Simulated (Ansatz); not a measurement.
# Run report: C, geometry relaxation

The run: geometry relaxation of C (Ia-3d, 12 atoms in the cell). Method and program: DFT PBE, scalar-relativistic, plane waves, PAW, no spin polarisation (Ansatz 0.2.0).

The structure was made by a generator, so it may or may not be a known phase. Figures and captions count atoms from 1; the log counts them from 0 in places.

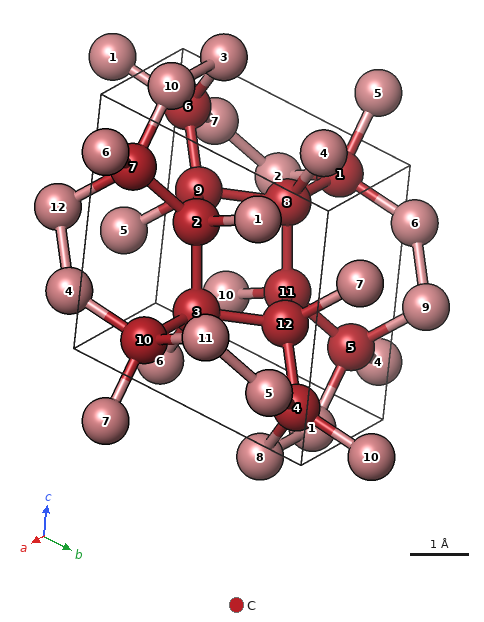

*The starting structure (ball-and-stick view of the cell of the calculation, seen slightly off an axis; neighbours outside the cell are drawn fainter; atoms are numbered from 1 in the order of the input).*

Results in brief:

- outcome: converged
- space group (tolerance 0.01 Å): Ia-3d (230)
- electrons treated: 48
- free energy: −2998.9845 eV
- Fermi energy: 13.410 eV
- gap on the k-point mesh: 1.93 eV
- pressure: 0.05 GPa
- final volume: 69.14 Å³
- largest force (length of the vector) at the end: under 0.001 eV/Å
- final cell: a = 4.478 Å, b = 4.478 Å, c = 4.478 Å, α = 109.47°, β = 109.47°, γ = 109.47°
- hardware: 1 thread of Intel Xeon @ 2.90GHz (Ice Lake), 64 GiB of memory available, shared host
- wall time: 7.8 s
- peak memory: 0.42 GiB

Input file:
```yaml
crystal:
  lattice:
    - [-2.5853777068, 2.5853777068, 2.5853777068]
    - [2.5853777068, -2.5853777068, 2.5853777068]
    - [2.5853777068, 2.5853777068, -2.5853777068]
  atoms:
    - { symbol: C, position: [0.125, 0.75, 0.875] }
    - { symbol: C, position: [0.75, 0.375, 0.625] }
    - { symbol: C, position: [0.625, 0.375, 0.25] }
    - { symbol: C, position: [0.75, 0.875, 0.125] }
    - { symbol: C, position: [0.125, 0.875, 0.25] }
    - { symbol: C, position: [0.25, 0.125, 0.875] }
    - { symbol: C, position: [0.875, 0.125, 0.75] }
    - { symbol: C, position: [0.375, 0.625, 0.75] }
    - { symbol: C, position: [0.375, 0.25, 0.625] }
    - { symbol: C, position: [0.875, 0.25, 0.125] }
    - { symbol: C, position: [0.25, 0.625, 0.375] }
    - { symbol: C, position: [0.625, 0.75, 0.375] }
basis:
  ecutwfc: 420
kpoints:
  mp_grid: { grid: [8, 8, 8] }
hamiltonian:
  xc: pbe
scf:
  occupations: { method: gaussian, width: 0.02 }
output:
  forces: true
  stress: true
  eigenvalues: true
  write_density: true
  write_potential: true
  elf: true
  volumetric_format: npy
relax:
  adjacent_minimum: "off"
  f_tol: 0.01
  max_steps: 80
  cell: { stress_tol: 0.05 }
```

Command:
```bash
ansatz run input.yaml --threads 1 --pin off --max-ram 2048MiB --backend cpu --events-out ev --progress --plain --runs-dir out
```

Log:
```
Engine: ansatz 0.2.0, x86_64-unknown-linux-gnu
Pseudopotentials: kind: paw
Pseudopotential: C, paw, valence charge 4, recommended cutoff 420 eV (normal), C.paw.azcp
Functional definition: PBE
  parameter kappa = 0.804
  parameter beta = 0.06672455060314922
  exchange = pbe_x(kappa = kappa, mu = beta*pi^2/3)
  correlation = pbe_c(beta = beta)
Crystal: 12 atoms, lattice volume = 69.124 Å³
Basis set: ecut = 420 eV, 1409 PW (Γ), exchange–correlation on 60×60×60 points (8 copies of the dense FFT grid, shifted against one another)
Bands: 36, of which v1, the nominal top of the filled ones, is band 24 counted from 1 (23 counted from 0)
Symmetry: 48 space group operations
Space group: Ia-3d (ITA 230), of the structure as read, at distance tolerance 4.1e-5 Å
k-points: 29 of 512
Non-local potential: C, projectors of the file, l = 0: 2, l = 1: 2, l = 2: 1
PAW form: soft (Blöchl's): semilocal exchange-correlation on the pseudo side does not see the compensation charge
PAW one-centre angular grid: C, 110 points (default); XC on 64 Gauss nodes
Initial density: superposition of atomic densities (neutral atoms: chi_scale 0, normalization atom), corrected by the library's trained network
Initial wavefunctions: pseudopotential atomic-orbital guess
Functional: x = pbe(κ = 0.804, μ = 0.2195149727645171), c = pbe(β = 0.06672455060314922)
SCF iter   1: F=—  HF=-2998.990060 eV  |F-HF|=—  |Δ(HF+E_count)|=         —  Δρ=1.04e-2  dr2=3.03e-2  ethr=1.77e-3  ⟨swp⟩=5.7  Hψ=4430  notcnv=0  defer=45
preconditioner: auto → Resta (q_TF=auto, 2.567 Å⁻¹)  ε∞=5.0  [insulator: Δε(μ)=1.965 eV  Ē_g=15.471 eV  σ=0.020 eV  W_gap=1.00  n_scr=18 (ndim 8)  ℏωp=30.9 eV  f_vac=0.000  D(μ)=0.00/eV (n_scr^D=0)  ε∞_Penn≈5.0]
SCF iter   2: F=—  HF=-2998.985889 eV  |F-HF|=—  |Δ(HF+E_count)|=   4.17e-3  Δρ=5.63e-3  dr2=9.33e-3  ethr=6.30e-5  ⟨swp⟩=2.0  Hψ=1443  notcnv=0  defer=181
SCF iter   3: F=—  HF=-2998.984559 eV  |F-HF|=—  |Δ(HF+E_count)|=   1.33e-3  Δρ=3.83e-4  dr2=3.27e-5  ethr=1.94e-5  ⟨swp⟩=3.0  Hψ=1717  notcnv=0  defer=181
SCF iter   4: F=—  HF=-2998.984578 eV  |F-HF|=—  |Δ(HF+E_count)|=   1.87e-5  Δρ=5.99e-5  dr2=2.20e-6  ethr=6.82e-8  ⟨swp⟩=2.0  Hψ=1559  notcnv=0  defer=181
iter 5 did not close the SCF: its close was put off for the readings that it lacked (scf_convergence_deferred on its scf_iter line)
SCF iter   5: F=-2998.984577 eV  HF=-2998.984577 eV  |F-HF|=2.80e-8  |Δ(HF+E_count)|=   1.13e-7  Δρ=1.02e-5  dr2=2.98e-8  ethr=4.58e-9  ⟨swp⟩=2.9  Hψ=1585  notcnv=0  defer=181
SCF iter   6: F=-2998.984577 eV  HF=-2998.984577 eV  |F-HF|=3.27e-10  |Δ(HF+E_count)|=   3.06e-8  Δρ=7.74e-7  dr2=1.74e-10  ethr=6.21e-11  ⟨swp⟩=11.7  Hψ=6539  notcnv=0
SCF 1 converged in 6 iterations: F = -2998.984577 eV  dr2 = 1.74e-10
  greatest PAW one-centre occupation: 0.644 electrons in one spin orbital (limit 2), on the C atom at site 11 (counted from 0), in its partial waves of l = 0
relax step   1: F+E_penalty+E_count = -2998.98457743 eV  Δ(F+E_penalty+E_count) = +0.000e0 eV  max|allowed force component| = 7.529e-17 eV/Å  Δτ_max = 0.0000 Å  P = +0.114 GPa  Ω = 69.124 Å³  (6 SCF iters, dr2 threshold 1.00e-7 eV, accepted)
Crystal: 12 atoms, lattice volume = 69.136 Å³
Initial density: handed on by an earlier stage of this run
Initial wavefunctions: those handed on with the density
iter 1 solved again at ethr=1.87e-9 eV; its pass at ethr=3.10e-3 eV (dr2=9.00e-7 eV) is discarded
SCF iter   1: F=—  HF=-2998.984528 eV  |F-HF|=—  |Δ(HF+E_count)|=         —  Δρ=3.90e-5  dr2=8.69e-7  ethr=1.87e-9  ⟨swp⟩=1.8  Hψ=3368  notcnv=0
preconditioner: auto → Resta (q_TF=auto, 2.567 Å⁻¹)  ε∞=5.0  [insulator: Δε(μ)=1.930 eV  Ē_g=15.463 eV  σ=0.020 eV  W_gap=1.00  n_scr=18 (ndim 8)  ℏωp=30.9 eV  f_vac=0.000  D(μ)=0.00/eV (n_scr^D=0)  ε∞_Penn≈5.0]
SCF iter   2: F=—  HF=-2998.984510 eV  |F-HF|=—  |Δ(HF+E_count)|=   1.84e-5  Δρ=2.14e-5  dr2=2.72e-7  ethr=1.81e-9  ⟨swp⟩=1.0  Hψ=1044  notcnv=0
SCF iter   3: F=-2998.984510 eV  HF=-2998.984510 eV  |F-HF|=2.03e-9  |Δ(HF+E_count)|=   8.51e-8  Δρ=2.27e-6  dr2=1.95e-9  ethr=6.78e-11  ⟨swp⟩=6.3  Hψ=5963  notcnv=0
SCF 2 converged in 3 iterations: F = -2998.984510 eV  dr2 = 1.95e-9
relax step   2: F+E_penalty+E_count = -2998.98450979 eV  Δ(F+E_penalty+E_count) = +6.764e-5 eV  max|allowed force component| = 9.630e-17 eV/Å  Δτ_max = 0.0000 Å  P = +0.044 GPa  Ω = 69.136 Å³  energy of the carried Pulay correction = -7.336e-5 eV  (3 SCF iters, dr2 threshold 3.26e-8 eV, accepted)
Initial wavefunctions: pseudopotential atomic-orbital guess (no wavefunctions were taken with the density)
iter 1 solved again at ethr=4.60e-9 eV; its pass at ethr=3.10e-3 eV (dr2=2.21e-6 eV) is discarded
SCF iter   1: F=—  HF=-2998.984528 eV  |F-HF|=—  |Δ(HF+E_count)|=         —  Δρ=2.28e-6  dr2=1.96e-9  ethr=4.60e-9  ⟨swp⟩=4.1  Hψ=7963  notcnv=0
preconditioner: auto → Resta (q_TF=auto, 2.567 Å⁻¹)  ε∞=5.0  [insulator: Δε(μ)=1.931 eV  Ē_g=15.463 eV  σ=0.020 eV  W_gap=1.00  n_scr=18 (ndim 8)  ℏωp=30.9 eV  f_vac=0.000  D(μ)=0.00/eV (n_scr^D=0)  ε∞_Penn≈5.0]
SCF iter   2: F=—  HF=-2998.984510 eV  |F-HF|=—  |Δ(HF+E_count)|=   1.78e-5  Δρ=1.44e-6  dr2=7.95e-10  ethr=4.09e-12  ⟨swp⟩=2.2  Hψ=1746  notcnv=0
SCF iter   3: F=-2998.984510 eV  HF=-2998.984510 eV  |F-HF|=6.37e-12  |Δ(HF+E_count)|=  8.96e-10  Δρ=1.51e-7  dr2=5.34e-12  ethr=1.00e-12  ⟨swp⟩=5.5  Hψ=4908  notcnv=0
SCF 3 converged in 3 iterations: F = -2998.984510 eV  dr2 = 5.34e-12
  greatest PAW one-centre occupation: 0.644 electrons in one spin orbital (limit 2), on the C atom at site 9 (counted from 0), in its partial waves of l = 0
relax step   3: F+E_penalty+E_count = -2998.98450979 eV  Δ(F+E_penalty+E_count) = -2.128e-10 eV  max|allowed force component| = 5.101e-17 eV/Å  Δτ_max = 0.0000 Å  P = +0.046 GPa  Ω = 69.136 Å³  stress off target by 4.55e-2 GPa  SCF on the basis re-selected at this cell (its energy is not comparable with the rows above)  (3 SCF iters)
```

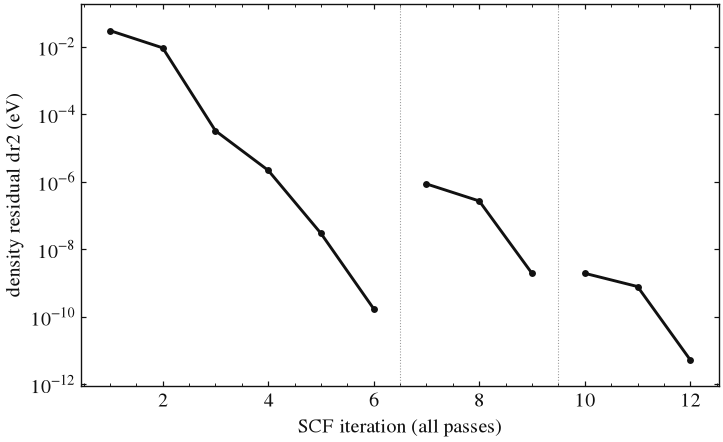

*Convergence of the self-consistent field: density residual dr2 against the SCF iteration. The dotted lines part the SCF passes of the relaxation: geometry steps, rejected trials and re-solves on a re-selected basis.*

The passes take 6, 3 and 3 iterations.

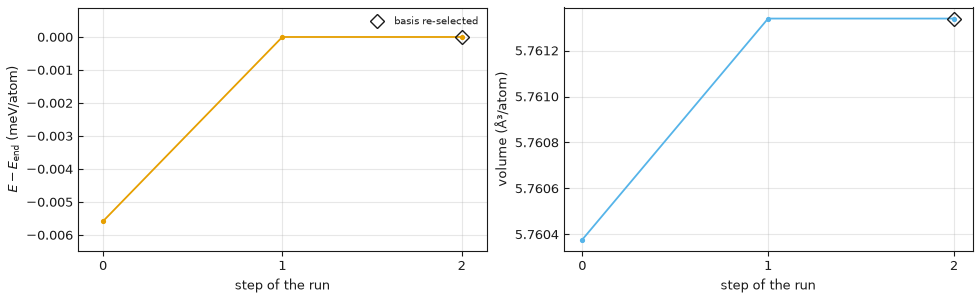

*Progress of the relaxation, step by step (the first geometry is step 0 here and step 1 in the log).*

No atom moves by more than 0.005 Å. The lattice vectors keep their values. The space group stays Ia-3d (No. 230). After 1 geometry step the energy has risen by next to nothing (0.0 meV per atom). All forces vanish by symmetry, so only the cell relaxes. The pressure goes from 0.11 to 0.05 GPa. A last SCF at the same geometry on a re-selected plane-wave basis shifts the energy by next to nothing (0.0 meV per atom).

```
basis re-selected at this cell: Δ(F+E_penalty+E_count) = -2.128e-10 eV, ΔP = +0.001 GPa vs the last step (what re-selecting the basis moved, of the pressure what is left beyond the Pulay correction that the steps carried, after the strain that the cell walked since its last selection, with what the two solves' SCF thresholds leave and, on support functions, any second-order correction that the steps lacked; it is no measure of the basis error at this ecutwfc). This SCF's stress stands 4.55e-2 GPa from its target on what of the cell is left free (relax.cell.stress_tol is 5.00e-2 GPa) and its largest allowed force component is 5.10e-17 eV/Å (relax.f_tol is 1.00e-2 eV/Å): within both
SCF converged after 3 iterations
Free energy (F): -2998.984510 eV
Harris-Foulkes:  -2998.984510 eV  (|F-HF|=6.37e-12)
Internal energy: -2998.984510 eV  (E = F + TS)
E sigma→0 (E₀):  -2998.984510 eV
Fermi energy:    13.409705 eV
--- Per-component energies (eV) ---
  E_band       = 215.625729
  E_kinetic    = 1088.969752
  E_local      = -682.791774  (includes V_loc(G=0)·N_el)
  E_nonlocal   = 319.913994
  E_hartree    = 142.862993
  E_xc         = -580.114156
  E_vxc        = -719.997452  (∫ρ·V_xc dr)
  E_paw        = -1187.699641  (= ΣΔE_a)
  E_vpaw       = -76.194935  (= ΣTr[D̂ρ^β])
  E_aug_tail   = 0.000113  (compensation charges beyond the density's cutoff)
  E_ewald      = -2100.125792
  E_smearing   = -0.000000  (= −TS)
  E_closure    = -0.000000  (closes the sum)
  Σ components = -2998.984510   (vs F -2998.984510, Δ=0.00e0)
--- Forces (eV/Å), atoms counted from 1 ---
  atom   1  C     -0.00000000     0.00000000    -0.00000000
  atom   2  C     -0.00000000    -0.00000000    -0.00000000
  atom   3  C      0.00000000    -0.00000000    -0.00000000
  atom   4  C      0.00000000    -0.00000000     0.00000000
  atom   5  C     -0.00000000    -0.00000000     0.00000000
  atom   6  C      0.00000000     0.00000000    -0.00000000
  atom   7  C      0.00000000    -0.00000000     0.00000000
  atom   8  C     -0.00000000     0.00000000     0.00000000
  atom   9  C      0.00000000    -0.00000000    -0.00000000
  atom  10  C      0.00000000    -0.00000000     0.00000000
  atom  11  C     -0.00000000     0.00000000     0.00000000
  atom  12  C     -0.00000000    -0.00000000     0.00000000
  max |Σ_I F_I| component: 7.09e-17 eV/Å
--- Stress (GPa, compression-positive) ---
        0.045534       0.000000      -0.000000
       -0.000000       0.045534       0.000000
       -0.000000       0.000000       0.045534
  P = ⅓ Tr σ = 0.0455 GPa (0.455 kbar)
--- Band table (eV; the first three rows and the last of 29) ---
  k-point 0: bands = ["-8.1764", "-0.7470", "-0.7470", "-0.6241", "-0.6241", "-0.6241", "-0.0178", "-0.0178", "-0.0178", "2.1716", "2.1716", "2.1716", "4.5622", "7.0009", "7.0009", "7.0009", "8.7283", "8.7283", "11.5655", "11.5655", "11.5655", "12.4443", "12.4443", "12.4443", "14.3749", "18.6456", "18.6456", "18.6456", "20.1650", "20.1650", "22.6799", "22.6799", "22.6799", "22.7310", "22.7310", "22.8692"]
  k-point 1: bands = ["-8.0383", "-1.8433", "-1.3712", "-1.2325", "-0.7578", "-0.3004", "0.0501", "0.3949", "0.8030", "2.4848", "2.6375", "3.0734", "5.0080", "6.1145", "6.4042", "7.0320", "9.0754", "9.5923", "11.1026", "11.1113", "11.2868", "12.1196", "12.2890", "12.2920", "14.7809", "18.6715", "18.7787", "18.8877", "19.8441", "20.0449", "21.8892", "22.0049", "22.3071", "22.4428", "22.5001", "22.7026"]
  k-point 2: bands = ["-7.6252", "-3.3813", "-1.9086", "-1.8396", "-1.0096", "-0.7680", "0.7772", "0.8452", "1.9896", "3.3645", "3.5377", "4.6946", "4.9054", "5.3593", "6.2195", "7.1066", "9.4449", "9.6924", "10.0780", "10.4944", "10.7987", "11.6867", "11.7289", "11.8840", "15.7568", "18.7866", "18.8481", "18.9058", "19.0462", "20.2084", "20.9730", "21.4878", "21.6613", "21.7592", "22.1666", "22.5590"]
  k-point 28: bands = ["-3.8775", "-3.8775", "-3.8775", "-3.8775", "-3.8775", "-3.8775", "4.4884", "4.4884", "4.4884", "4.4884", "4.4884", "4.4884", "4.7556", "4.7556", "7.9601", "7.9601", "7.9601", "7.9601", "11.1475", "11.1475", "11.1475", "11.1475", "11.1475", "11.1475", "17.0538", "17.0538", "17.0538", "17.0538", "17.0538", "17.0538", "21.3638", "21.3638", "21.3638", "21.3638", "21.3638", "21.3638"]
--- Relaxed structure (2 steps of the walk, 2 accepted, 1 SCFs on fresh bases) ---
  F+E_penalty+E_count = -2998.98450979 eV   max|allowed force component| = 5.101e-17 eV/Å   (the final SCF, on the basis selected at the relaxed cell)
  cell:  # Å, volume = 69.1361 Å³
    - [-2.585522027250907, 2.585522027250907, 2.585522027250907]
    - [2.585522027250907, -2.585522027250907, 2.585522027250907]
    - [2.585522027250907, 2.585522027250907, -2.585522027250907]
  atoms:
    - { symbol: C, position: [0.12500000000000006, 0.7500000000000001, 0.8750000000000002] }
    - { symbol: C, position: [0.75, 0.375, 0.625] }
    - { symbol: C, position: [0.625, 0.37500000000000006, 0.25] }
    - { symbol: C, position: [0.7500000000000001, 0.8750000000000001, 0.125] }
    - { symbol: C, position: [0.125, 0.875, 0.24999999999999994] }
    - { symbol: C, position: [0.25, 0.1250000000000001, 0.8750000000000001] }
    - { symbol: C, position: [0.8750000000000002, 0.12499999999999996, 0.7500000000000002] }
    - { symbol: C, position: [0.375, 0.625, 0.75] }
    - { symbol: C, position: [0.375, 0.25, 0.625] }
    - { symbol: C, position: [0.8750000000000002, 0.2500000000000001, 0.1250000000000001] }
    - { symbol: C, position: [0.24999999999999997, 0.625, 0.375] }
    - { symbol: C, position: [0.625, 0.75, 0.375] }
```

Trajectory as extended XYZ (Å, eV, eV/Å), 3 frames, from step=1 to step=3:
```
12
Lattice="-2.5854 2.5854 2.5854 2.5854 -2.5854 2.5854 2.5854 2.5854 -2.5854" Properties=species:S:1:pos:R:3:forces:R:3 step=1 energy=-2998.98458 pressure_GPa=0.11
C     3.8781    0.6463    0.0000    0.0000   0.0000   0.0000
C     0.6463    2.5854    1.2927    0.0000   0.0000   0.0000
C     0.0000    1.2927    1.9390    0.0000   0.0000   0.0000
C     0.6463    0.0000    3.8781    0.0000   0.0000   0.0000
C     2.5854   -1.2927    1.9390    0.0000   0.0000   0.0000
C     1.9390    2.5854   -1.2927    0.0000   0.0000   0.0000
C     0.0000    3.8781    0.6463    0.0000   0.0000   0.0000
C     2.5854    1.2927    0.6463    0.0000   0.0000   0.0000
C     1.2927    1.9390    0.0000    0.0000   0.0000   0.0000
C    -1.2927    1.9390    2.5854    0.0000   0.0000   0.0000
C     1.9390    0.0000    1.2927    0.0000   0.0000   0.0000
C     1.2927    0.6463    2.5854    0.0000   0.0000   0.0000
12
Lattice="-2.5855 2.5855 2.5855 2.5855 -2.5855 2.5855 2.5855 2.5855 -2.5855" Properties=species:S:1:pos:R:3:forces:R:3 step=2 energy=-2998.98451 pressure_GPa=0.04
C     3.8783    0.6464    0.0000    0.0000   0.0000   0.0000
C     0.6464    2.5855    1.2928    0.0000   0.0000   0.0000
C     0.0000    1.2928    1.9391    0.0000   0.0000   0.0000
C     0.6464    0.0000    3.8783    0.0000   0.0000   0.0000
C     2.5855   -1.2928    1.9391    0.0000   0.0000   0.0000
C     1.9391    2.5855   -1.2928    0.0000   0.0000   0.0000
C     0.0000    3.8783    0.6464    0.0000   0.0000   0.0000
C     2.5855    1.2928    0.6464    0.0000   0.0000   0.0000
C     1.2928    1.9391    0.0000    0.0000   0.0000   0.0000
C    -1.2928    1.9391    2.5855    0.0000   0.0000   0.0000
C     1.9391    0.0000    1.2928    0.0000   0.0000   0.0000
C     1.2928    0.6464    2.5855    0.0000   0.0000   0.0000
12
Lattice="-2.5855 2.5855 2.5855 2.5855 -2.5855 2.5855 2.5855 2.5855 -2.5855" Properties=species:S:1:pos:R:3:forces:R:3 step=3 energy=-2998.98451 pressure_GPa=0.05
C     3.8783    0.6464    0.0000    0.0000   0.0000   0.0000
C     0.6464    2.5855    1.2928    0.0000   0.0000   0.0000
C     0.0000    1.2928    1.9391    0.0000   0.0000   0.0000
C     0.6464    0.0000    3.8783    0.0000   0.0000   0.0000
C     2.5855   -1.2928    1.9391    0.0000   0.0000   0.0000
C     1.9391    2.5855   -1.2928    0.0000   0.0000   0.0000
C     0.0000    3.8783    0.6464    0.0000   0.0000   0.0000
C     2.5855    1.2928    0.6464    0.0000   0.0000   0.0000
C     1.2928    1.9391    0.0000    0.0000   0.0000   0.0000
C    -1.2928    1.9391    2.5855    0.0000   0.0000   0.0000
C     1.9391    0.0000    1.2928    0.0000   0.0000   0.0000
C     1.2928    0.6464    2.5855    0.0000   0.0000   0.0000
```

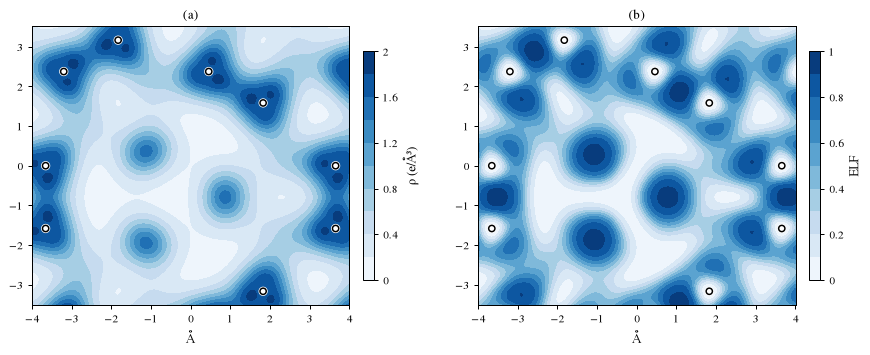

*(a) valence electron density; (b) ELF on the (111) plane of the conventional cell. Circles mark the nuclei in the plane (C).*

The section cuts through C sites. C–C (1.58 Å): ρ at the midpoint is about 1.5 e/Å³; the ELF peaks at about 0.95 between the atoms, which marks a covalent bond. Away from the nuclei the density in this plane falls to 0.1 e/Å³ at its lowest. Core electrons are frozen (PAW), so the fields are smoothed inside the atomic spheres.

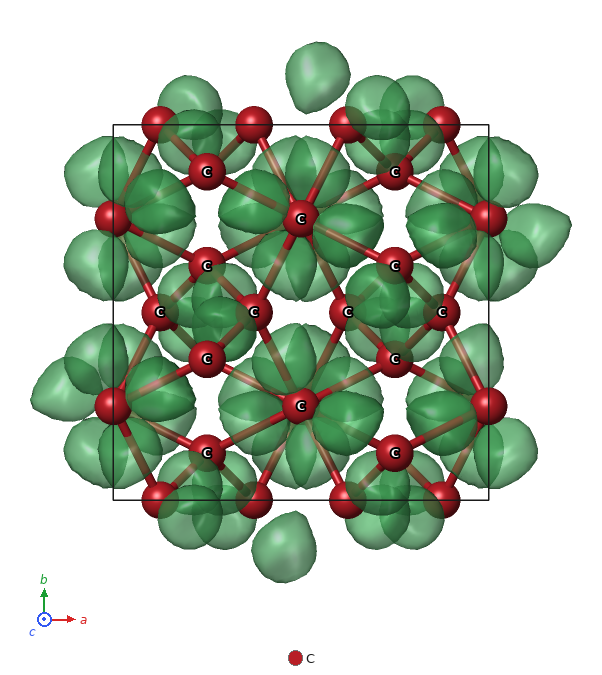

*Isosurface of the ELF at 0.75 (green), seen along the c axis. Only the valence region is drawn (cores and ρ < 0.01 e/Å³ removed). Sticks mark near contacts. The outline is the cell set on symmetry axes.*

The ELF exceeds this value in 48 regions between bonded C–C atoms (shared pairs), counted in one cell of 24 atoms.
